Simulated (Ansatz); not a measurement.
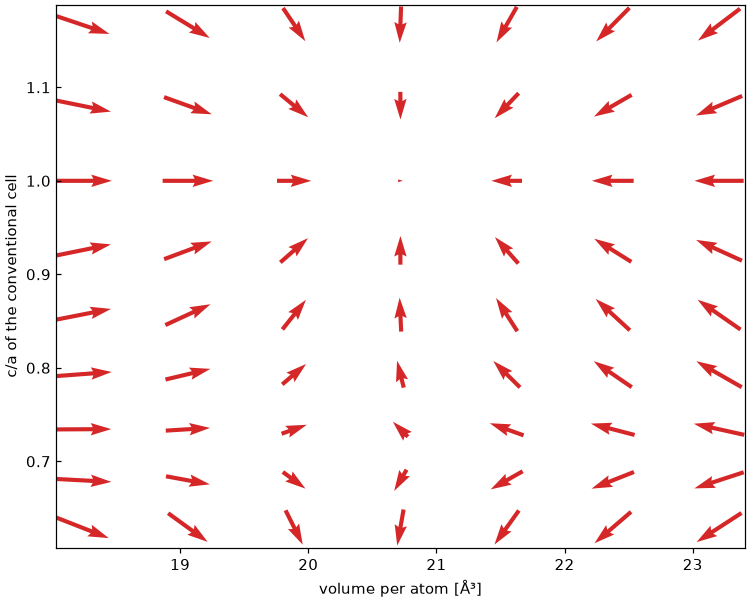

Hf (Fm-3m, No. 225; 1 atom in the cell). 
- The energy is mapped over volume and the cell's shape.
- Coordinates scanned: (1) volume per atom; (2) c/a of the conventional cell.
- Nothing is relaxed (symmetry fixes all fractional coordinates).
- Grid: 7 × 9 points.
- Points are written as (first, second).
- Theory: Ansatz, DFT LDA, scalar-relativistic, plane waves, PAW. Settings: cutoff 420 eV, k-mesh 20×20×20, gaussian smearing 0.15 eV, no spin polarisation.

Drawn: arrows along the force (downhill), their lengths compressed.

The arrows alone are given. Where is the energy lowest?

The arrows converge at (20.72 Å³, 1.000) [fcc] (read from the interpolated surface).

The energy map of the same scan:

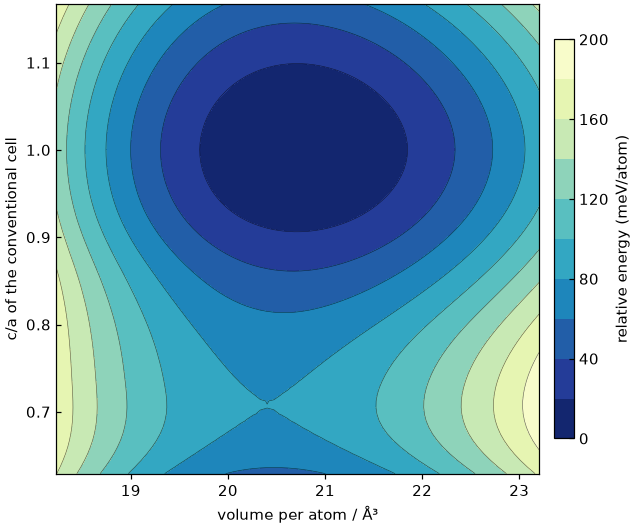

Energies are in meV/atom, from the lowest grid point; between grid points the surface is interpolated.
